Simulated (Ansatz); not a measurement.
```xyz
1
Lattice="2.8415 0.0000 0.0000 0.0000 2.8415 0.0000 0.0000 0.0000 2.8107" Properties=species:S:1:pos:R:3 pbc="T T T"
Se    0.0000    0.0000    1.4053
```

Space group P4/mmm; a structure generated by program, which may or may not match a known phase.

Theory: DFT PBE, scalar-relativistic, plane waves, PAW (Ansatz).

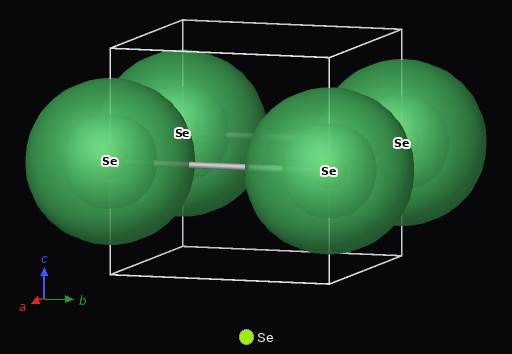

Se. Isosurface of the ELF at 0.7 (green), seen slightly off an axis. Only the valence region is drawn (cores and ρ < 0.01 e/Å³ removed). Sticks mark near contacts.

Core electrons are frozen (PAW), and the valence fields are smoothed inside the atomic spheres.

### Describe the localisation domains.

The surface consists of one region wrapped around Se (its valence shell), counted in one cell of 1 atoms. Regions shared between cells count once.

Values along the shortest contacts:
Se–Se (2.81 Å): the ELF is about 0.45 at the midpoint.

### Does the calculation give a band gap?

It is metallic or semimetallic at this level of theory: no gap opens.
